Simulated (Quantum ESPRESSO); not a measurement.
System: HgTe, space group F-43m (No. 216).

Input file:
```
&CONTROL
  calculation = 'scf'
  prefix = 'pwscf'
  outdir = './tmp'
  pseudo_dir = './pseudo'
  tprnfor = .true.
  tstress = .true.
  disk_io = 'nowf'
/
&SYSTEM
  ibrav = 0
  nat = 2
  ntyp = 2
  ecutwfc = 80
  nbnd = 26
  input_dft = 'q2d'
  occupations = 'smearing'
  smearing = 'fd'
  degauss = 0.00367493
/
&ELECTRONS
  conv_thr = 4d-10
  electron_maxstep = 120
  mixing_beta = 0.5
/
ATOMIC_SPECIES
Hg   200.5920 Hg.upf
Te   127.6000 Te.upf
CELL_PARAMETERS angstrom
   0.0000000000    3.2145000000    3.2145000000
   3.2145000000    0.0000000000    3.2145000000
   3.2145000000    3.2145000000    0.0000000000
ATOMIC_POSITIONS crystal
Hg     0.0000000000    0.0000000000    0.0000000000
Te     0.7500000000    0.7500000000    0.7500000000
K_POINTS automatic
7 7 7 0 0 0
```

Run as:
```bash
OMP_NUM_THREADS=1 pw.x -in pw.in > pw.out
```

Method: plane-wave DFT, no spin polarisation; energies at scaled volumes of the given cell, shape and fractions fixed, counted from the fit's minimum, third-order Birch-Murnaghan fit (Quantum ESPRESSO 7.5). Level: Q2D.

- k mesh: 7×7×7
- occupations: Fermi–Dirac
- smearing width: 0.05 eV
- potentials: PseudoDojo 0.4.1 SR PBE standard
- wave cutoff: 1088 eV
- density cutoff: 4354 eV

Describe the result: the energy and pressure against volume. The volume takes the values 31.22, 31.89, 32.55, 33.22, 33.88, 34.54, 35.21 Å³/atom.

A third-order Birch–Murnaghan fit gives V0 = 33.24 Å³/atom, B0 = 50 GPa and B′ = 5.0. The energy is 21.64 meV/atom at volume 31.22 Å³/atom and 16.24 meV/atom at 35.21 Å³/atom; the lowest computed point is at volume 33.22 Å³/atom (0.00 meV/atom), and no other minimum shows. The pressure falls from 3.64 GPa at volume 31.22 Å³/atom to −2.51 GPa at 35.21 Å³/atom, and changes sign near 33.23 Å³/atom.

```json
{"volume (Å³/atom)": "31.22", "energy (meV/atom)": "21.64", "pressure (GPa)": "3.64"}
{"volume (Å³/atom)": "31.89", "energy (meV/atom)": "9.32", "pressure (GPa)": "2.28"}
{"volume (Å³/atom)": "32.55", "energy (meV/atom)": "2.31", "pressure (GPa)": "1.08"}
{"volume (Å³/atom)": "33.22", "energy (meV/atom)": "0.00", "pressure (GPa)": "0.02"}
{"volume (Å³/atom)": "33.88", "energy (meV/atom)": "1.86", "pressure (GPa)": "-0.93"}
{"volume (Å³/atom)": "34.54", "energy (meV/atom)": "7.41", "pressure (GPa)": "-1.76"}
{"volume (Å³/atom)": "35.21", "energy (meV/atom)": "16.24", "pressure (GPa)": "-2.51"}
```

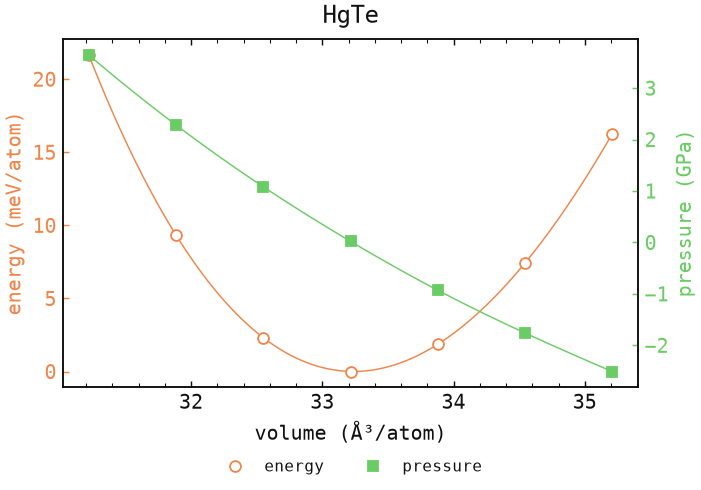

Caveats: potentials made for another functional; spin-orbit coupling left out, heavy elements.
